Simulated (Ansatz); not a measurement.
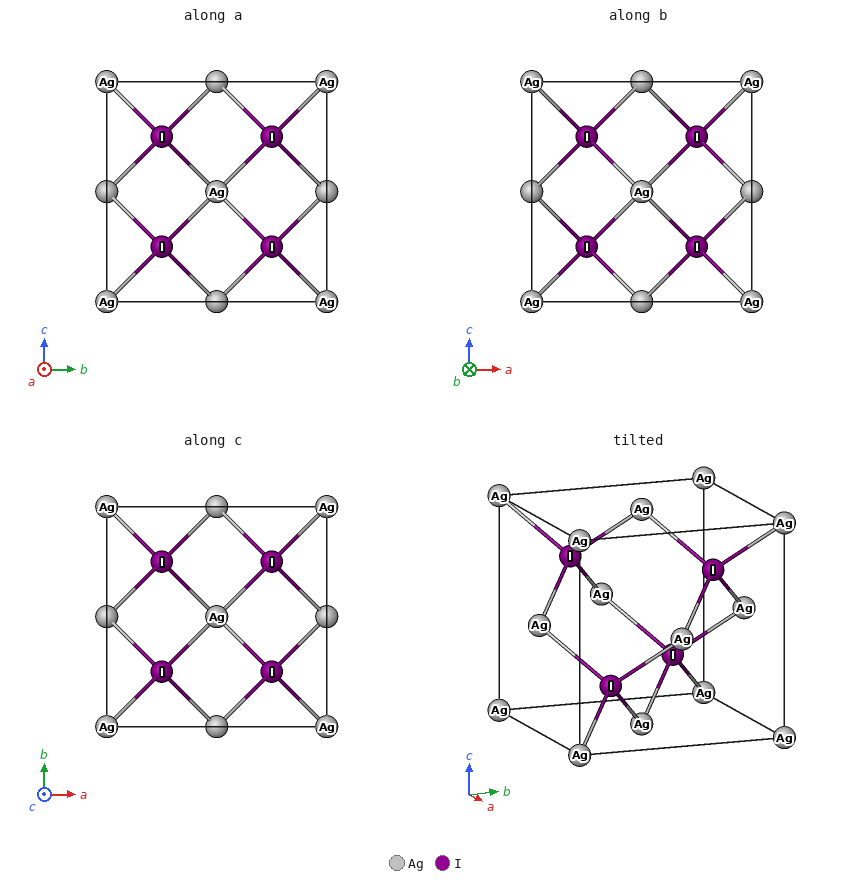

An orthographic ball-and-stick view of the structure, along the a axis, along the b axis, along the c axis and slightly off an axis. One conventional unit cell is framed, with atoms on its boundary repeated.

Lattice parameters: a = 6.347 Å, b = 6.347 Å, c = 6.347 Å, α = 90.00°, β = 90.00°, γ = 90.00°. Put a along x and b in the xy plane.

**Transcribe the picture into a POSCAR file.**

```
Ag I
1.0
     6.347    0.000    0.000
     0.000    6.347    0.000
     0.000    0.000    6.347
Ag I
4 4
Direct
  0.0000 0.0000 0.0000
  0.0000 0.5000 0.5000
  0.5000 0.0000 0.5000
  0.5000 0.5000 0.0000
  0.2500 0.2500 0.7500
  0.2500 0.7500 0.2500
  0.7500 0.2500 0.2500
  0.7500 0.7500 0.7500
```

Starting structure: a structure type filled with these elements by a generator (whether the compound takes this form wasn't checked). Earlier steps of the study, as a rule a relaxation of our own, may have changed the cell and positions, so they can lie some per cent off the listed ones. It was set up as input for a calculation with Ansatz.
